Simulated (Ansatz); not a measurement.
Ta (Fd-3m, No. 227): the input geometry of an electronic-structure calculation (not necessarily at equilibrium); the starting structure was generated, so it need not be a known form of this composition.

```
Ta
1.0
     6.14504    0.00000    0.00000
     0.00000    6.14504    0.00000
     0.00000    0.00000    6.14504
Ta
8
Direct
  0.75000 0.75000 0.75000
  0.00000 0.50000 0.00000
  0.75000 0.25000 0.25000
  0.00000 0.00000 0.50000
  0.25000 0.75000 0.25000
  0.50000 0.50000 0.50000
  0.25000 0.25000 0.75000
  0.50000 0.00000 0.00000
```

> What will a HAADF-like image along [001] show? Simulated incoherent Z contrast: every atom adds Z^1.7 spread by a probe of 1.30 Å full width; channelling and multiple scattering are left out. The probe carries 25 % of its weight in a tail 2.5 times as wide. Shot noise, a slight drift and the speckle of an amorphous layer were added.

The columns repeat on a square net with a repeat of 2.17 Å (plane group p4mm). All columns are alike (Ta). The shortest distance between visible columns is 2.17 Å in projection. Along the beam the structure repeats every 6.15 Å.

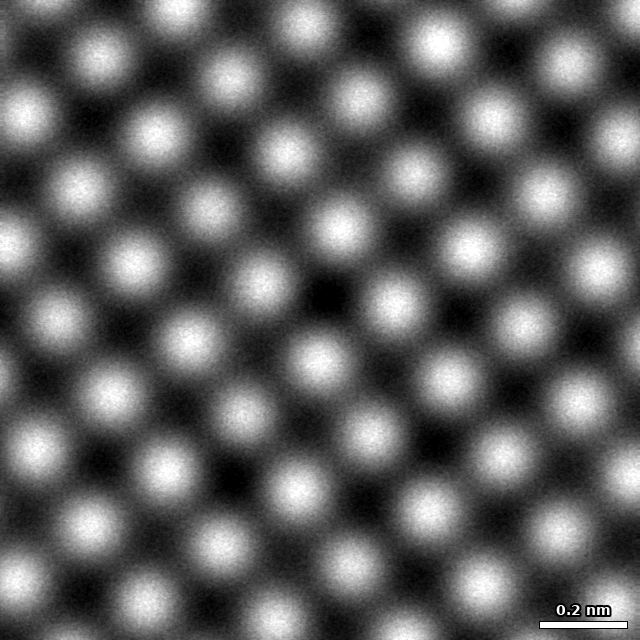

The simulated image.
